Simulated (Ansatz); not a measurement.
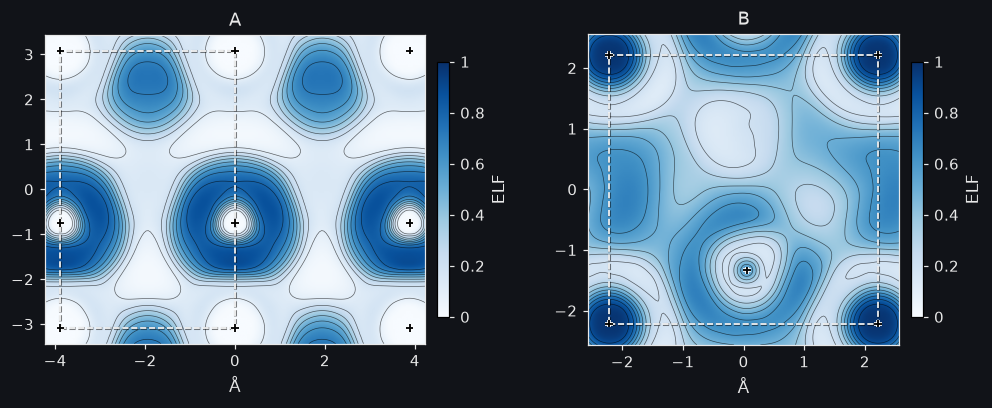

The ELF of 2 systems, each on a plane through atoms (crosses mark nuclei in the plane).

Computed with Ansatz, DFT r2SCAN, scalar-relativistic, plane waves, PAW.

System 1: ZnS, the (100) plane of the conventional cell. Space group P6₃mc; a structure from a database of computed crystals, not necessarily the ambient phase; changed on purpose from its base cell (biaxial strain in the a-b plane, c and atoms relaxed: +2.0 %); computed pressure about −2 GPa in this cell.

```
Zn S
1.0
     3.88265    0.00000    0.00000
    -1.94132    3.36247    0.00000
     0.00000    0.00000    6.17267
Zn S
2 2
Direct
  0.33333 0.66667 0.99765
  0.66667 0.33333 0.49765
  0.33333 0.66667 0.37735
  0.66667 0.33333 0.87735
```

System 2: CoSi, the (010) plane of the conventional cell. Space group P2₁3; computed pressure about −7 GPa in this cell; the program warned that a starting moment wasn't kept; spin-polarised, but the moments vanished.

**Match each panel to its system.**

Panel A is system 1, ZnS: the plane holds Zn and S. Zn–S (2.34 Å): the ELF peaks at about 0.90 in the valence shell of S, 0.9 Å from its nucleus, and is about 0.60 at the midpoint. Panel B is system 2, CoSi: the plane holds Co and Si. Co–Si (2.34 Å): the ELF peaks at about 0.65 in the valence shell of Si, 0.9 Å from its nucleus, and is about 0.45 at the midpoint.
